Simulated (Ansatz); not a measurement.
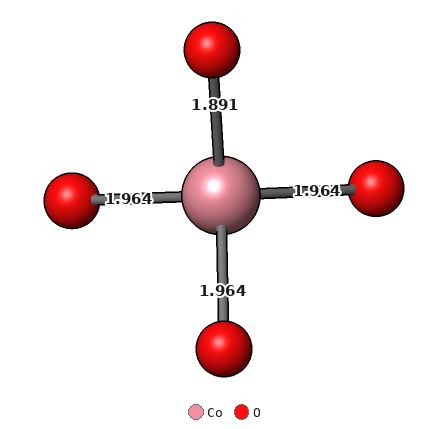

The surroundings of site Co1 (at 0.333, 0.667, 0.665) in CoO in space group R3m, with bond lengths in Å.

Origin of the cell: the end point of a relaxation with DFT PBE, scalar-relativistic, plane waves, PAW (Ansatz).

```
CELL_PARAMETERS angstrom
3.20470 0.00000 0.00000
-1.60235 2.77535 0.00000
0.00000 0.00000 7.64721
ATOMIC_POSITIONS crystal
Co 0.33333 0.66667 0.66528
O 0.33333 0.66667 0.41805
Co 0.00000 0.00000 0.99862
O 0.00000 0.00000 0.75138
Co 0.66667 0.33333 0.33195
O 0.66667 0.33333 0.08472
```

Bond valence s = exp((R0 − d)/b), R0 fitted to published crystal structures with b = 0.37 Å, summed over all anions within 5 Å; R0 in Å: Co2+–O 1.696; Co3+–O 1.685.

Question: Which oxidation state of Co do these bonds support?

Answer: With the Co2+ parameters the computed sum is 1 × 0.590 + 3 × 0.485 = 2.04. With the Co3+ parameters the computed sum is 1 × 0.573 + 3 × 0.470 = 1.98. The sum matches its own assumption best for Co2+, which also balances the formula's charge.

Question: And over the whole structure?

Answer:
```csv
site,"x, y, z",formal valence,bond-valence sum,difference
Co1,"0.333, 0.667, 0.665",+2,2.10,0.10
O1,"0.333, 0.667, 0.418",−2,2.10,0.10
```

These sums include all anions within 5 Å. The global instability index (root mean square of the differences over all atoms) is 0.10 v.u.: little strain. Cells relaxed with PBE tend to have slightly long bonds, which lowers the sums.
